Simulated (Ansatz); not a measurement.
**A series of single points on W**

System: W (Im-3m, 1 atom in the cell).
Method: Kohn-Sham DFT of a periodic cell, CAM-B3LYP, Ansatz PAW, no spin polarisation (Ansatz 0.2.0).

The 6 runs differ only in the geometry, by an even scaling of the cell at fixed fractional positions. The structure derives from an entry of the Crystallography Open Database.

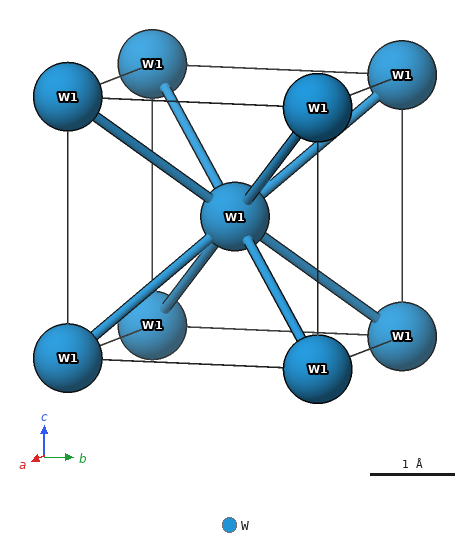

Figure 1. The structure of run 4 (ball-and-stick view of the cell 2 times as large as that of the calculation, set on its symmetry axes, seen slightly off an axis; atoms are numbered from 1 in the order of the input).

## Input of run 4
```yaml
crystal:
  lattice:
    - [-1.582345, 1.582345, 1.582345]
    - [1.582345, -1.582345, 1.582345]
    - [1.582345, 1.582345, -1.582345]
  atoms:
    - { symbol: W, position: [0.0, 0.0, 0.0] }
hamiltonian:
  xc: cam_b3lyp
  pseudopotentials: { kind: paw }
kpoints:
  mp_grid: { grid: [6, 6, 6] }
scf:
  occupations: { method: fermi_dirac, width: 0.05 }
output:
  forces: true
  stress: true
  eigenvalues: true
```

Command:
```bash
ansatz run input.yaml --threads 2 --pin off --max-ram 5632MiB --backend cpu --events-out ev --progress --plain --runs-dir out
```

Run 3 differs from it as follows:
```diff
-    - [-1.582345, 1.582345, 1.582345]
-    - [1.582345, -1.582345, 1.582345]
-    - [1.582345, 1.582345, -1.582345]
+    - [-1.5717249149, 1.5717249149, 1.5717249149]
+    - [1.5717249149, -1.5717249149, 1.5717249149]
+    - [1.5717249149, 1.5717249149, -1.5717249149]
```

## Results, with one run withheld

```csv
run,volume per atom (Å³),"free energy per atom, from the lowest run given (meV)",pressure (GPa)
1,14.897,59.47,22.39
2,15.214,23.91,13.72
3,15.531,?,?
4,15.848,0.00,−1.13
5,16.482,19.55,−9.61
6,16.798,43.96,−15.03
```

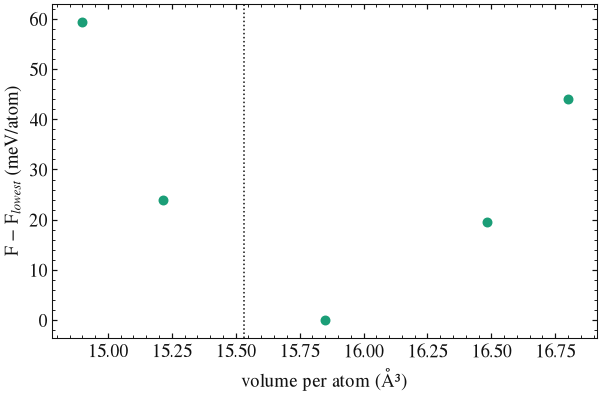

Figure 2. Free energy per atom of the runs given; the dotted line marks run 3.

Fit the runs given and predict run 3.

A cubic polynomial in V^(−2/3) (the Birch–Murnaghan form), fitted to the 5 runs given, misses them by at most 0.65 meV per atom. With x = V^(−2/3) − 0.15868 Å⁻², it reads F = −0.61707 + 402.46 x + 1.2827e+06 x² + 1.1717e+07 x³ (meV per atom). At run 3 it gives 5.22 meV per atom, and the run itself gives 4.61. The slope of the fit gives a pressure −dF/dV of 6.16 GPa there, and the run prints 5.90 GPa. Energies and printed pressures part between runs 4 and 5: the energies differ there by 2.3 meV per atom from what the pressures give, and by at most 0.3 in the other intervals. A smooth fit can't follow such a step, as when the grid or the electronic state changes between two volumes. The fit has its minimum at 15.844 Å³ per atom, where V d²F/dV² gives 288 GPa: the bulk modulus at this level, since symmetry fixes the shape and the positions.

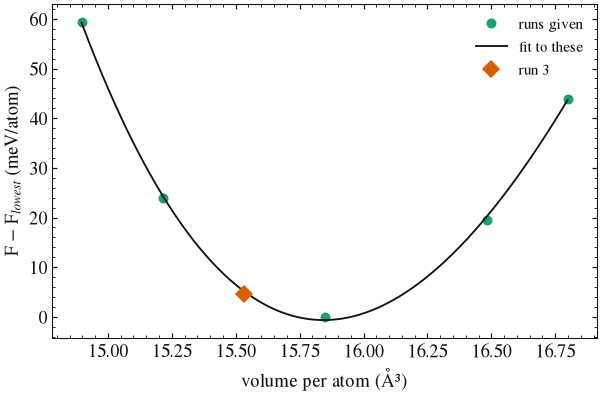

Figure 3. The fit and the withheld run.

## Output, shortened to warnings, some set-up lines, iterations and results (run 3)
```
Warning: output.stress: scf.convergence.dr2_threshold = 1e-7 eV (the SCF's general default) is looser than the 1e-10 eV advised for a printed stress (1e-10 eV for each atom of the cell: 1). What an SCF threshold leaves in a stress goes as its square root, and in the free energy as the threshold itself, and one threshold admits the most on a small cell: of the crystals measured, under no hybrid …
Warning: output.stress: scf.exx.energy_threshold = 1e-6 eV is looser than the 1e-8 eV advised for a stress under a hybrid functional (1e-8 eV for each atom of the cell: 1). Every SCF of the exchange loop can meet its threshold on dr2 while the loop round them stops early: no threshold on dr2 bounds what that leaves in the stress. Set scf.exx.energy_threshold to 1e-8 eV or tighter. The threshold …
Basis set: ecut = 420 eV, 321 PW (Γ), exchange–correlation on 40×40×40 points (8 copies of the dense FFT grid, shifted against one another)
Symmetry: 48 space group operations
k-points: 16 of 216
Initial density: superposition of atomic densities (neutral atoms: chi_scale 0, normalization atom), corrected by the library's trained network
[...]
SCF iter   1: F=—  HF=-10427.821848 eV  |F-HF|=—  |Δ(HF+E_count)|=         —  Δρ=1.09e-2  dr2=1.54e-2  ethr=1.77e-3  ⟨swp⟩=6.1  Hψ=665  notcnv=0
SCF iter   2: F=—  HF=-10427.818067 eV  |F-HF|=—  |Δ(HF+E_count)|=   3.78e-3  Δρ=4.41e-3  dr2=1.60e-3  ethr=1.10e-4  ⟨swp⟩=3.0  Hψ=383  notcnv=0
SCF iter   3: F=—  HF=-10427.818022 eV  |F-HF|=—  |Δ(HF+E_count)|=   4.47e-5  Δρ=1.03e-3  dr2=6.83e-5  ethr=4.99e-7  ⟨swp⟩=2.2  Hψ=588  notcnv=0
SCF iter   4: F=—  HF=-10427.818038 eV  |F-HF|=—  |Δ(HF+E_count)|=   1.59e-5  Δρ=7.94e-5  dr2=2.36e-7  ethr=4.88e-7  ⟨swp⟩=2.0  Hψ=291  notcnv=0
SCF iter   5: F=-10427.818038 eV  HF=-10427.818038 eV  |F-HF|=7.59e-9  |Δ(HF+E_count)|=   2.93e-7  Δρ=1.11e-5  dr2=1.10e-8  ethr=1.69e-9  ⟨swp⟩=3.2  Hψ=360  notcnv=0
[... 16 lines ...]
SCF iter   5: F=—  HF=-10412.020174 eV  |F-HF|=—  |Δ(HF+E_count)|=   5.41e-8  Δρ=1.35e-6  dr2=6.22e-7  ethr=1.35e-9  ⟨swp⟩=2.0  Hψ=290  notcnv=0
SCF iter   6: F=—  HF=-10412.020176 eV  |F-HF|=—  |Δ(HF+E_count)|=   1.85e-6  Δρ=2.33e-5  dr2=1.37e-7  ethr=1.00e-12  ⟨swp⟩=4.7  Hψ=519  notcnv=0
SCF iter   7: F=—  HF=-10412.020176 eV  |F-HF|=—  |Δ(HF+E_count)|=   2.93e-7  Δρ=1.20e-5  dr2=3.80e-8  ethr=1.00e-12  ⟨swp⟩=4.0  Hψ=442  notcnv=0
SCF iter   8: F=-10412.020176 eV  HF=-10412.020176 eV  |F-HF|=3.27e-11  |Δ(HF+E_count)|=   6.98e-8  Δρ=6.31e-7  dr2=6.04e-11  ethr=1.00e-12  ⟨swp⟩=4.0  Hψ=437  notcnv=0
SCF 4 converged in 8 iterations: F = -10412.020176 eV  dr2 = 6.04e-11
  Residual-converged pass: ⟨swp⟩=1.6  Hψ=198  notcnv=0  max |occ|·‖R‖ = 2.4e-6 eV (tolerance 2.4e-6 eV)  dr2=6.05e-11  dr2_onsite=4.96e-12  max |Δocc| = 2.2e-20
hybrid outer 3: dexx = +1.058e-4 eV, tail = 4.44e-8 eV, Δε = 2.46e-2 eV (about 3.78e-4 eV left of the loop's levels)
hybrid SCF converged: 3 outer / 17 inner (+5 warm-up), last move |dexx| = 1.06e-4 eV, tail = 4.44e-8 eV
Stability not checked: this state was not tested for a lower state beside it, because the functional holds exact exchange (a hybrid, or Hartree-Fock), whose exchange loop this test does not read (fock_operator; see scf.lower_state_search)
Free energy (F): -10412.020176 eV
Frozen-core exchange: fock
Harris-Foulkes:  -10412.020176 eV  (|F-HF|=3.27e-11)
Internal energy: -10412.020176 eV  (E = F + TS)
E sigma→0 (E₀):  -10412.020176 eV
Fermi energy:    23.213896 eV
--- Per-component energies (eV) ---
  E_band       = -122.901729
  E_kinetic    = 450.862148
  E_local      = -580.720792  (includes V_loc(G=0)·N_el)
  E_nonlocal   = 0.455980
  E_hartree    = 209.766933
  E_xc         = -184.486450
  E_vxc        = -168.382137  (∫ρ·V_xc dr)
  E_exx        = -63.553613  (= α·E_x^exact, valence–valence)
  E_paw        = -8608.488969  (= ΣΔE_a)
  E_vpaw       = -117.543404  (= ΣTr[D̂ρ^β])
  E_aug_tail   = -0.000049  (compensation charges beyond the density's cutoff)
  E_ewald      = -1633.733663
  E_core_change = -2.121701  (= ΣΔE_core)
  E_smearing   = -0.000000  (= −TS)
  E_closure    = -0.000000  (closes the sum)
  Σ components = -10412.020176   (vs F -10412.020176, Δ=0.00e0)
--- Forces (eV/Å), atoms counted from 1 ---
  atom   1  W     -0.00000000    -0.00000000    -0.00000000
  max |Σ_I F_I| component: 3.08e-32 eV/Å
--- Stress (GPa, compression-positive) ---
        5.903447       0.000000      -0.000000
        0.000000       5.903447       0.000000
       -0.000000       0.000000       5.903447
  P = ⅓ Tr σ = 5.9034 GPa (59.034 kbar)
```

The program warns: the exchange loop's threshold is looser than advised for the stress; the SCF threshold is looser than advised for the printed stress. Points of doubt noted for this run: forces on files of another functional. Spin–orbit coupling is left out, which matters for W.
